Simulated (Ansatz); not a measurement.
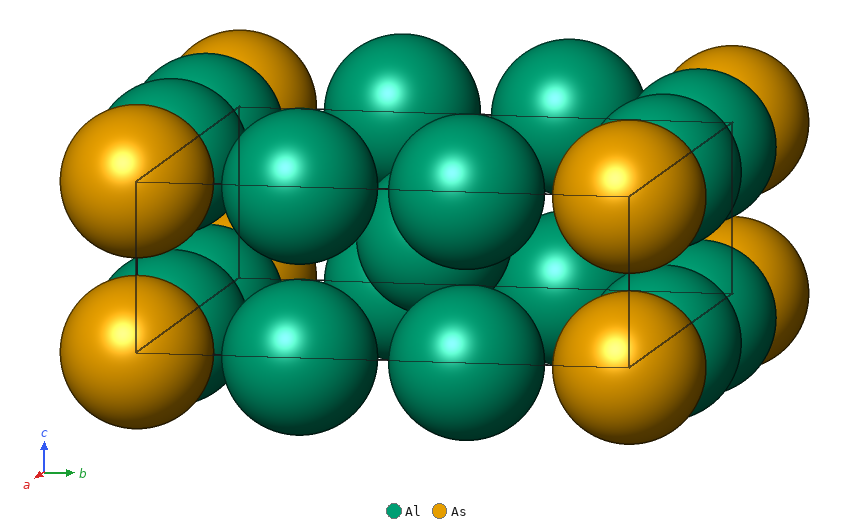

Structure drawing (space-filling), viewed slightly off an axis. The lines enclose the conventional unit cell; boundary atoms appear with their images. Cell: a = 7.74 Å, b = 7.74 Å, c = 2.66 Å, α = 90.00°, β = 90.00°, γ = 90.00°.

Its origin is a random cell made by a generator, so it need not be a real form of the compound. Earlier steps of the study, as a rule a relaxation of our own, may have changed the cell and positions, so they can lie some per cent off the listed ones. It was the input of a calculation with Ansatz.

**Explain the picture.**

It has the composition Al5As. It belongs to space group P4/mmm (No. 123) and has a primitive tetragonal lattice. Cell content 5 Al, 1 As; Z = 1. Each As atom has four Al and two As in an octahedral arrangement (about 2.6 Å to Al, 2.7 Å to As) around it. Al takes two kinds of site: 4l with three Al and one As in a square planar arrangement (about 2.6 Å to Al, 2.6 Å to As); 1d with two Al in a linear arrangement at about 2.7 Å.

The calculation used Ansatz, DFT PBE, scalar-relativistic, plane waves, PAW, with 420 eV cutoff, Brillouin-zone sampling on a 6×6×14 mesh, Gaussian smearing of 0.1 eV, no spin polarisation.

**Is the electronic structure metallic or gapped?**

A metal: bands cross the Fermi level.

**What does a Bader analysis give?**

Al +0.08 to +0.33 e; As -1.38 e.

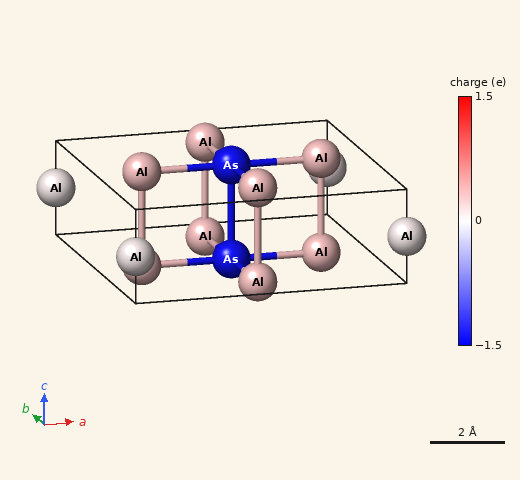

The atoms coloured by those charges. The run's cell of 6 atoms is drawn, so axes and origin can differ from the first picture.

**Is this the optimised geometry for these settings?**

Yes. All forces vanish to within 0.01 eV/Å. The pressure is 0.0 GPa, close to zero.
